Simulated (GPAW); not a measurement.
System: SiO₂, space group P4_2/mnm (No. 136).

The given structure:
```cif
data_structure
_symmetry_space_group_name_H-M 'P 1'
_symmetry_Int_Tables_number 1
_cell_length_a 4.2332
_cell_length_b 4.2332
_cell_length_c 2.6935
_cell_angle_alpha 90.000
_cell_angle_beta 90.000
_cell_angle_gamma 90.000
_cell_volume 48.27
loop_
_atom_site_label
_atom_site_type_symbol
_atom_site_fract_x
_atom_site_fract_y
_atom_site_fract_z
_atom_site_occupancy
Si1 Si 0.00000 0.00000 0.00000 1
Si2 Si 0.50000 0.50000 0.50000 1
O1 O 0.80684 0.19316 0.50000 1
O2 O 0.30684 0.30684 0.00000 1
O3 O 0.19316 0.80684 0.50000 1
O4 O 0.69316 0.69316 0.00000 1
```

How it was computed, with GPAW 26.7.0: PAW DFT in plane waves, on a grid or in atomic orbitals, no spin polarisation; energies at scaled volumes of the given cell, shape and fractions fixed, counted from the fit's minimum, third-order Birch-Murnaghan fit. Level: LDA.

- k mesh: 5×5×8
- occupations: Fermi–Dirac
- smearing width: 0.05 eV
- potentials: GPAW PAW data sets (gpaw data 1.2.1)
- wave cutoff: 800 eV
- program settings: basis pw

Describe the result: the energy against volume. The volume takes the values 7.5618, 7.7227, 7.8836, 8.0444, 8.2053, 8.3662, 8.5271 Å³/atom.

A third-order Birch–Murnaghan fit gives V0 = 7.80 Å³/atom, B0 = 336 GPa and B′ = 4.3. The energy is 7.89 meV/atom at volume 7.5618 Å³/atom and 61.07 meV/atom at 8.5271 Å³/atom; the lowest computed point is at volume 7.7227 Å³/atom (0.77 meV/atom).

```json
{"volume (Å³/atom)": "7.5618", "energy (meV/atom)": "7.89"}
{"volume (Å³/atom)": "7.7227", "energy (meV/atom)": "0.77"}
{"volume (Å³/atom)": "7.8836", "energy (meV/atom)": "0.98"}
{"volume (Å³/atom)": "8.0444", "energy (meV/atom)": "7.74"}
{"volume (Å³/atom)": "8.2053", "energy (meV/atom)": "20.41"}
{"volume (Å³/atom)": "8.3662", "energy (meV/atom)": "38.37"}
{"volume (Å³/atom)": "8.5271", "energy (meV/atom)": "61.07"}
```

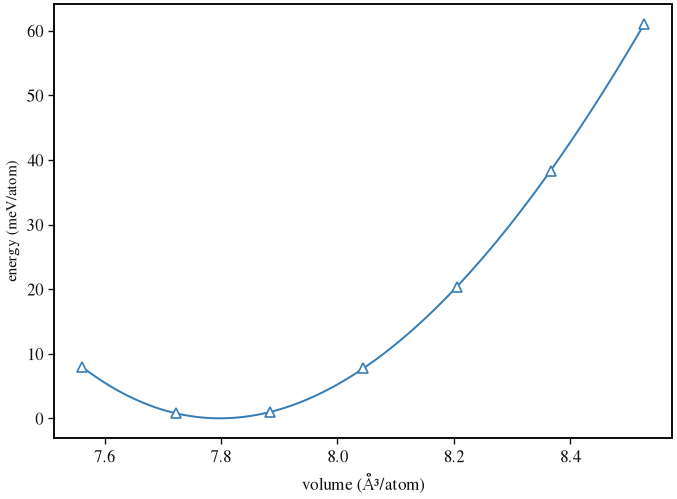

Limits of the calculation: shape and atomic fractions are frozen while scaling, which makes layered, chain and framework solids too stiff.
